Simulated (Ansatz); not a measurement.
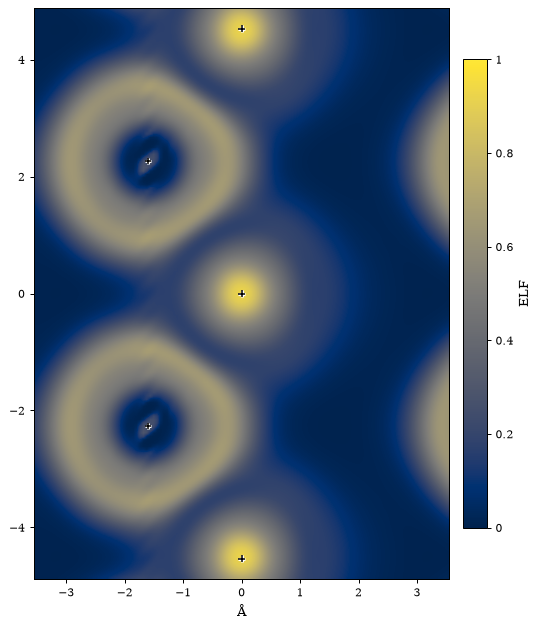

The ELF on a plane through atoms (crosses mark nuclei in the plane).

Method: DFT LDA, scalar-relativistic, plane waves, PAW (Ansatz).

Candidates:
A. BN, a = 4.31 Å, b = 2.49 Å, c = 3.54 Å, α = 90.00°, β = 114.35°, γ = 90.00°. Space group Cm; a structure from a database of computed crystals, not necessarily the ambient phase.
B. GaAs, a = 5.60 Å, b = 5.60 Å, c = 5.60 Å, α = 90.00°, β = 90.00°, γ = 90.00°. Space group F-43m.
C. CdTe, a = 6.41 Å, b = 6.41 Å, c = 6.41 Å, α = 90.00°, β = 90.00°, γ = 90.00°. Space group F-43m.

Which system is this?

Candidate C: CdTe on the (110) plane of the conventional cell, which holds Cd and Te. Cd–Te (2.78 Å): the ELF is about 0.50 at the midpoint and 0.20 at its lowest between the atoms.
